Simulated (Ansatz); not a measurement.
System: Ge.

Input

```
crystal:
  lattice:
    - [5.927, 0.0, 0.0]
    - [0.0, 5.927, 0.0]
    - [0.0, 0.0, 6.969]
  atoms:
    - { symbol: Ge, position: [0.091, 0.091, 0.0] }
    - { symbol: Ge, position: [0.409, 0.591, 0.75] }
    - { symbol: Ge, position: [0.909, 0.909, 0.5] }
    - { symbol: Ge, position: [0.591, 0.409, 0.25] }
    - { symbol: Ge, position: [0.173, 0.378, 0.254] }
    - { symbol: Ge, position: [0.122, 0.673, 0.004] }
    - { symbol: Ge, position: [0.827, 0.622, 0.754] }
    - { symbol: Ge, position: [0.878, 0.327, 0.504] }
    - { symbol: Ge, position: [0.673, 0.122, 0.996] }
    - { symbol: Ge, position: [0.622, 0.827, 0.246] }
    - { symbol: Ge, position: [0.327, 0.878, 0.496] }
    - { symbol: Ge, position: [0.378, 0.173, 0.746] }
scf:
  occupations: { method: gaussian, width: 0.01 }
output:
  forces: true
  stress: true
  eigenvalues: true
  write_density: true
  write_potential: true
  elf: true
  volumetric_format: npy
hamiltonian:
  xc: pbesol
basis:
  ecutwfc: 450
kpoints:
  mp_grid: { grid: [6, 6, 6] }
relax:
  f_tol: 0.001
  max_steps: 60
  cell: { stress_tol: 0.02, p_target: 0 }
```

Command:

```sh
ansatz run input.yaml --threads 4 --pin off --max-ram 10240MiB --backend cpu --events-out ev --progress --plain --runs-dir out
```

Below, planes, directions and counts refer to the conventional cell (a = 5.93 Å, b = 5.93 Å, c = 6.97 Å, α = 90.00°, β = 90.00°, γ = 90.00°).

The fields are those of the relaxed geometry.

Space group P4₃2₁2; a generated structure, not necessarily the stable one.

Computed with DFT PBEsol, scalar-relativistic, plane waves, PAW (Ansatz 0.2.0).

> Predict the electron localisation function between the atoms.

Ge–Ge (2.48 Å): the ELF peaks at about 0.75 between the atoms.

> Does the calculation give a band gap?

It is gapped, with a Kohn–Sham gap of 0.45 eV on the k-point mesh, an upper bound to the gap of this method.

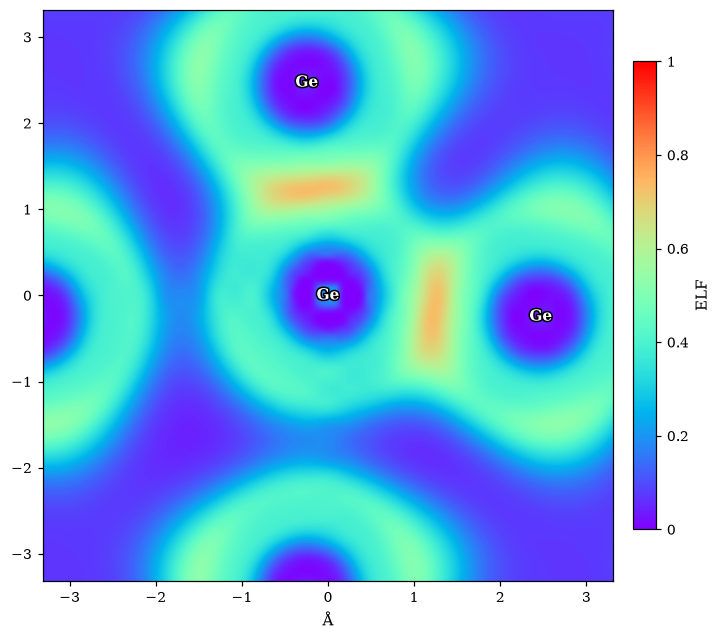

Computed electron localisation function on the (001) plane of the conventional cell. 

Core electrons are frozen (PAW), and the valence fields are smoothed inside the atomic spheres.
